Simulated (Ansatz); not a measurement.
# Electron scattering at the Σ3 (112) boundary in fcc Pt with Bi (substitutional), part 2 of 2

How much does the Σ3 (112) boundary in fcc Pt with Bi (substitutional) reflect electrons?

Ansatz 0.2.0; Ansatz plane-wave DFT, PBE, PAW files; relaxation of a bicrystal slab with its lowest layers held; PAW set soft_1 (the session's first sound run).

So far. Step 2 (Relaxing the bicrystal): The largest force component on a free atom ends at 0.0054 eV/Å, under the tolerance of 0.03, after 17 steps.

### Step 3. Transmission across the boundary

This step: Ansatz plane-wave DFT, PBE, PAW files; ballistic transport by layer matching (Landauer), zero bias; boundary relaxed in a short slab, bulk layers laid on; PAW set soft_1 (Ansatz 0.2.0).

System of this step: Σ3 (112) boundary in fcc Pt with Bi (substitutional). The cell holds 53 atoms: 52 Pt and 1 Bi. Its edges and angles: a = 2.773 Å, b = 6.793 Å, c = 50.788 Å, α = 90.0°, β = 90.0°, γ = 90.0°. It derives from Pt. Regions: lower grain, 22 atoms (22 Pt); boundary, 14 atoms (13 Pt and 1 Bi); upper grain, 17 atoms (17 Pt). Vacuum lies along c.

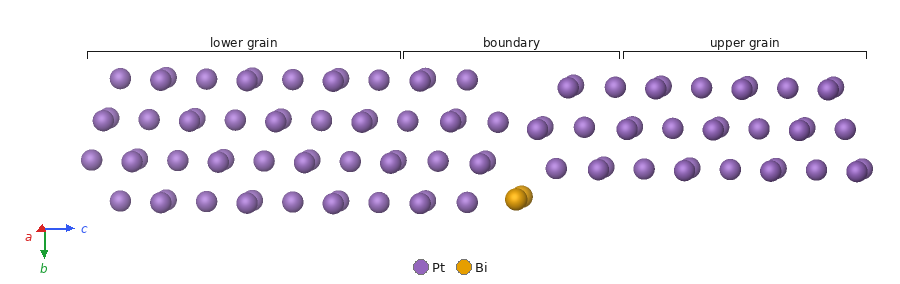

The cell of this step (platinum purple, bismuth orange). Some periodic images of atoms are drawn too.

File input.yaml:

```yaml
crystal:
  lattice:
    - [2.7731313745, 0.0, 0.0]
    - [0.0, 6.7927568571, 0.0]
    - [0.0, 0.0, 50.7884272815]
  atoms:
    - { symbol: Pt, position: [-14.4999999996, 9.6666666666, 0.0787580993] }
    - { symbol: Pt, position: [-13.9999999996, 9.3333333333, 0.0945202348] }
    - { symbol: Pt, position: [-13.4999999996, 9.0, 0.1102823703] }
    - { symbol: Pt, position: [-12.9999999997, 8.6666666666, 0.1260445058] }
    - { symbol: Pt, position: [-12.4999999997, 8.3333333333, 0.1418066413] }
    - { symbol: Pt, position: [-11.9999999997, 8.0, 0.1575687768] }
    - { symbol: Pt, position: [-11.4999999997, 7.6666666666, 0.1733309123] }
    - { symbol: Pt, position: [-10.9999999997, 7.3333333333, 0.1890930478] }
    - { symbol: Pt, position: [-10.4999999997, 7.0, 0.2048551833] }
    - { symbol: Pt, position: [-9.9999999998, 6.6666666666, 0.2206173188] }
    - { symbol: Pt, position: [-9.4999999998, 6.3333333333, 0.2363794543] }
    - { symbol: Pt, position: [-8.9999999998, 6.0, 0.2521415899] }
    - { symbol: Pt, position: [-8.4999999998, 5.6666666666, 0.2679037254] }
    - { symbol: Pt, position: [-7.9999999998, 5.3333333333, 0.2836658609] }
    - { symbol: Pt, position: [-7.4999999999, 5.0, 0.2994279964] }
    - { symbol: Pt, position: [-6.9999999999, 4.6666666666, 0.3151901319] }
    - { symbol: Pt, position: [-6.4999999999, 4.3333333333, 0.3309522674] }
    - { symbol: Pt, position: [-5.9999999999, 4.0, 0.3467144029] }
    - { symbol: Pt, position: [-5.4999999999, 3.6666666666, 0.3624765384] }
    - { symbol: Pt, position: [-4.9999999999, 3.3333333333, 0.3782386739] }
    - { symbol: Pt, position: [-4.5, 3.0, 0.3940008094] }
    - { symbol: Pt, position: [-4.0, 2.6666666666, 0.4097629449] }
    - { symbol: Pt, position: [0.5, 0.3333333333, 0.4255250804] }
    - { symbol: Pt, position: [0.0, -0.0050808309, 0.4420715289] }
    - { symbol: Pt, position: [0.5, 0.6592786966, 0.458832327] }
    - { symbol: Pt, position: [0.0, 0.3259086923, 0.4754938748] }
    - { symbol: Pt, position: [0.5, -0.0054539547, 0.4908123906] }
    - { symbol: Pt, position: [0.0, 0.6676640981, 0.5077739163] }
    - { symbol: Pt, position: [0.5, 0.3387021966, 0.5246456274] }
    - { symbol: Bi, position: [0.0, -0.0433406142, 0.5474915838] }
    - { symbol: Pt, position: [0.0, 0.3844172623, 0.5708424829] }
    - { symbol: Pt, position: [0.5, -0.2862370896, 0.5884849952] }
    - { symbol: Pt, position: [0.0, 0.0430839141, 0.6044871626] }
    - { symbol: Pt, position: [0.5, 0.375455482, 0.6192913531] }
    - { symbol: Pt, position: [0.0, -0.2897992769, 0.6376876065] }
    - { symbol: Pt, position: [0.5, 0.0469176404, 0.6532855971] }
    - { symbol: Pt, position: [-4.0, 2.3802509737, 0.6690477326] }
    - { symbol: Pt, position: [-4.5, 2.713584307, 0.6848098681] }
    - { symbol: Pt, position: [-4.9999999999, 3.0469176404, 0.7005720036] }
    - { symbol: Pt, position: [-5.4999999999, 3.3802509737, 0.7163341391] }
    - { symbol: Pt, position: [-5.9999999999, 3.713584307, 0.7320962746] }
    - { symbol: Pt, position: [-6.4999999999, 4.0469176404, 0.7478584101] }
    - { symbol: Pt, position: [-6.9999999999, 4.3802509737, 0.7636205457] }
    - { symbol: Pt, position: [-7.4999999999, 4.713584307, 0.7793826812] }
    - { symbol: Pt, position: [-7.9999999998, 5.0469176404, 0.7951448167] }
    - { symbol: Pt, position: [-8.4999999998, 5.3802509737, 0.8109069522] }
    - { symbol: Pt, position: [-8.9999999998, 5.713584307, 0.8266690877] }
    - { symbol: Pt, position: [-9.4999999998, 6.0469176404, 0.8424312232] }
    - { symbol: Pt, position: [-9.9999999998, 6.3802509737, 0.8581933587] }
    - { symbol: Pt, position: [-10.4999999997, 6.713584307, 0.8739554942] }
    - { symbol: Pt, position: [-10.9999999997, 7.0469176404, 0.8897176297] }
    - { symbol: Pt, position: [-11.4999999997, 7.3802509737, 0.9054797652] }
    - { symbol: Pt, position: [-11.9999999997, 7.713584307, 0.9212419007] }
kpoints:
  mp_grid: { grid: [9, 4, 1] }
hamiltonian:
  xc: pbe
  pseudopotentials: { kind: paw, azcp: { folder: soft_1 } }
scf:
  occupations: { method: fermi_dirac, width: 0.1 }
output:
  transmission:
    leads: [[12, 13], [43, 44]]
    kmesh: [22, 10]
    e_range: [-0.1, 0.1]
    de: 0.05
  write_potential: true
  write_density: true
  volumetric_format: npy
  elf: true
```

Started as:

```sh
ansatz run input.yaml --threads 4 --pin off --max-ram 15360MiB --backend cpu --events-out ev --progress --plain --runs-dir out
```

Numbers of over 12 decimals in the logs are rounded to 6 here.

What it wrote:

```text
[...]
Crystal: 53 atoms, lattice volume = 956.712 Å³
Basis set: ecut = 420 eV, 18815 PW (Γ)
Bands: 571, of which v1, the nominal top of the filled ones, is band 476 counted from 1 (475 counted from 0)
Symmetry: 2 space group operations
[...]
k-points: 15 of 36 (time reversal used)
[...]
SCF iter   1: F=—  HF=-663697.719509 eV  |F-HF|=—  |Δ(HF+E_count)|=         —  Δρ=7.99e-2  dr2=1.24e2  ethr=3.10e-3  ⟨swp⟩=6.0  Hψ=30357  notcnv=0  defer=457
[...]
SCF iter  13: F=-663680.092609 eV  HF=-663680.092609 eV  |F-HF|=2.60e-8  |Δ(HF+E_count)|=   2.33e-9  Δρ=7.53e-7  dr2=2.69e-8  ethr=1.05e-11  ⟨swp⟩=11.5  Hψ=31688  notcnv=0
SCF 1 converged in 13 iterations: F = -663680.092609 eV  dr2 = 2.69e-8
[...]
transmission: 519 of 5184 steps passed
transmission: 1037 of 5184 steps passed
[...]
transmission: 5184 of 5184 steps passed
WARN: The input density's exchange-correlation potential varies sharply where the density is thin. Do not read a vacuum level from v_tot or v_xc, or from such a field of the output density. On a cell that repeats whose density bears no net charge and no dipole along the vacuum's axis use v_es (v_loc + v_h of the components); under efield.dipole_correction with no amplitude use v_es + v_field, which holds any external [...]
SCF converged after 13 iterations
the last check of whether an eigenvalue changes by more than its tolerance under the output density was not made (no_room)
Free energy (F): -663680.092609 eV
[...]
Internal energy: -663677.302691 eV  (E = F + TS)
E sigma→0 (E₀):  -663678.697650 eV
Entropy (-TS):   -2.789919 eV (-52.640 meV/atom)
Fermi energy:    18.693556 eV
[...]
--- Band table (eV; the first three rows and the last of 15) ---
  k-point 0: bands = [... 472 lower, 18.4934, 18.5020, 18.5220, 18.5487, 18.5538, 18.5911, 18.6076, 18.6417, ... 91 higher]
  k-point 1: bands = [... 472 lower, 18.3212, 18.3575, 18.3773, 18.3971, 18.4042, 18.4205, 18.4345, 18.4426, ... 91 higher]
  k-point 2: bands = [... 472 lower, 18.4466, 18.4478, 18.4596, 18.4620, 18.4644, 18.4780, 18.4974, 18.5133, ... 91 higher]
  k-point 14: bands = [... 472 lower, 18.9741, 19.0295, 19.0313, 19.0374, 19.0449, 19.0816, 19.0875, 19.2099, ... 91 higher]
--- Transmission ---
  basis      : 167 plane waves across, 72 finite elements along
  points     : 72, standing for a mesh of 22 x 10
  energies   : 5 from -0.100000 to 0.100000 eV about the Fermi level, 0.050000 eV apart; the leads are filled to 0.000000 eV, and channels, transmission and decay are at 0.000000 eV
  crystal 0  : Pt3, at the sites [12, 13], period 2.4016 Å, over 18.41 Å; its Hamiltonian steps by up to 21.5 meV
    offset         : up to 0.0000 Å between an atom of the period and one for which it stands
    channels       : 4.931818e0 a spin
    conductance    : none, the energies end too early or step too widely for 300 K: set another output.transmission.e_range or a lower de, or, where they end at an eighth of basis.ecutwfc, a higher one
[...]
channels       : 4.950000e0 a spin
[...]
junction   : crystal 0 to crystal 1, 13.50 to 37.88 Å
    transmission   : 1.824866e0 a spin
[...]
```

Run time: 19 min. Hardware: 4 threads of Arm Neoverse V1, shared host; peak memory 11 GiB.

Numbers from this step:

```
free energy                                    : -663680.0926 eV
energy at zero smearing                        : -663678.6976 eV
Fermi energy                                   : 18.69 eV
cell area                                      : 18.84 Å²
transmission per spin nearest the Fermi level  : 1.825
open channels per spin nearest the Fermi level : 4.932
open channels per spin, upper lead             : 4.95
step of the lead's potential                   : 21.5 meV
step of the upper lead's potential             : 24.5 meV
```

Per spin. Table of transmission, zone mean by energy, zero at the Fermi level:

```
energy (eV)  transmission, zone mean
    -0.1000                     1.94
    -0.0500                     1.88
     0.0000                     1.82
     0.0500                     1.75
     0.1000                     1.65
```

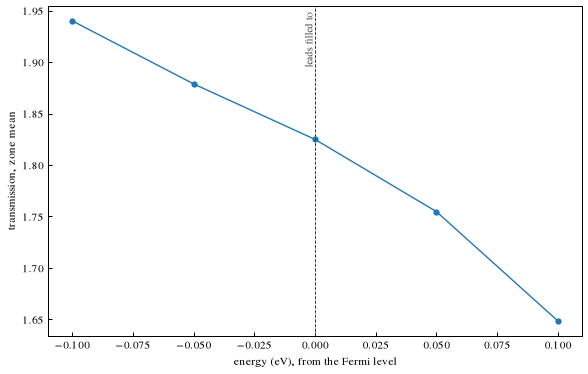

Transmission, zone mean, plotted against energy.

Per spin. The open channels, zone mean by energy, zero at the Fermi level:

```csv
energy (eV),lead,upper lead
-0.1000,5.63,5.65
-0.0500,5.57,5.6
0.0000,4.93,4.95
0.0500,4.49,4.50
0.1000,4.22,4.22
```

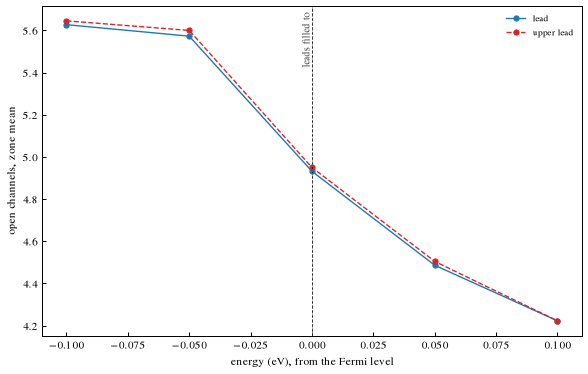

Open channels, zone mean, plotted against energy.

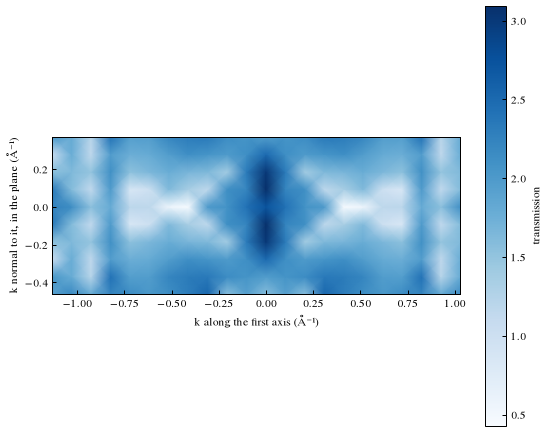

Transmission over k1 and k2. At 0.0000 eV from the Fermi level.

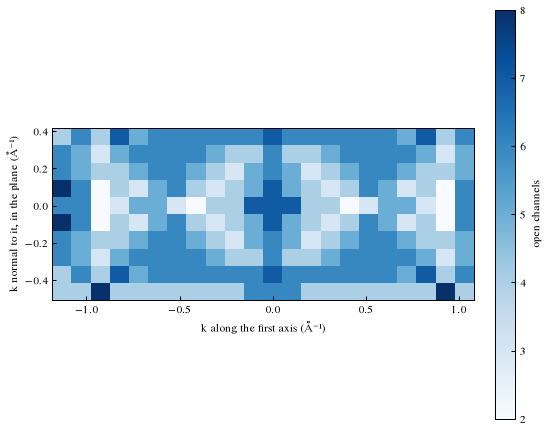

Open channels over k1 and k2. At 0.0000 eV from the Fermi level.

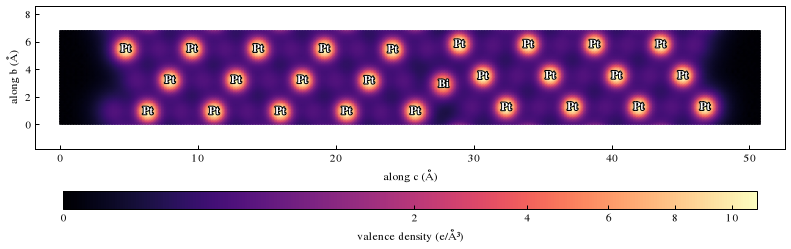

Valence density in the cb plane at fractional x = 0.000, with atoms of Pt and Bi within 0.2 Å of it. It is the smooth field of the valence electrons, not physical close to the nuclei. The map starts off the cell's origin, so that atoms lie inside it. The colour scale is stretched toward low values.

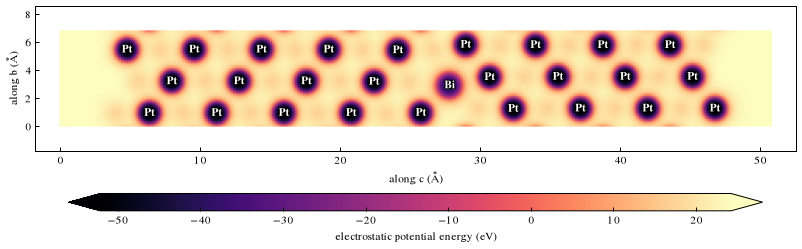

Electrostatic potential energy in the cb plane at fractional x = 0.000, with atoms of Pt and Bi within 0.2 Å of it. With pseudopotentials it is smooth inside the atoms' cores, unlike the true potential. The map starts off the cell's origin, so that atoms lie inside it.

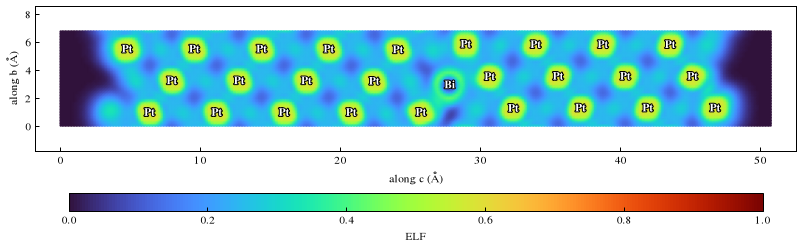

ELF in the cb plane at fractional x = 0.000, with atoms of Pt and Bi within 0.2 Å of it. It is the smooth field of the valence electrons, not physical close to the nuclei. The map starts off the cell's origin, so that atoms lie inside it.

Over the solved energies the transmission per spin lies between 1.65 and 1.94, out of 4.97 channels of the lead on average (up to 5.63).

### Step 4. Specific resistance

This step: Ansatz plane-wave DFT, PBE, PAW files; ballistic transport by layer matching (Landauer), zero bias; specific resistance of the boundary; PAW set soft_1 (Ansatz 0.2.0).

Numbers from this step:

```
area resistance                      : 0.8551 fΩ m²
T over the leads' mean channel count : 0.3636
```

Averaged over the energies near the Fermi level, 36.4 % of the channels pass, which makes 0.855 fΩ m².

By hand, with T and the leads' channels N averaged over the energies near the Fermi level: RA = A (h/2e²)(1/T − ½[1/N₁ + 1/N₂]) = 18.84×10⁻²⁰ m² × 12 906 Ω × (1/1.809 − ½[1/4.968 + 1/4.985]) = 0.855 fΩ m².

### Step 5. Outcome

- specific resistance of the boundary: 0.855 fΩ m²
- share of channels that pass: 0.364

The boundary has a specific resistance of 0.86 fΩ m². The boundary reflects 64 % of the channels; 0.86 fΩ m² is 8.6×10⁻¹² Ω·cm². That equals the resistance of 7.9 nm of bulk Pt at 300 K (measured 10.8 µΩ cm, CRC Handbook of Chemistry and Physics, 84th ed., 2003, Electrical Resistivity of Pure Metals). One Bi in 18.8 Å² of boundary is a high coverage. In the relaxation the upper grain slid sideways by about 2.0 Å, so the result belongs to the position that it found, not to the starting one. Each plane of this narrow cell holds one atom, so the solute fills a whole plane. One starting structure was relaxed; another shift or atom count at the boundary may lie lower. Spin-orbit coupling is left out, which matters for Bi and Pt.

[Logs are printed without paths, hosts, clocks, repeated set-up lines and the standing remarks that a program may print on its own settings, such as how far it seeks lower states.]

[Hosts, paths, dates, database ids (printed as entryN), source tags and the programs' standing remarks are cut or masked in the printed files.]
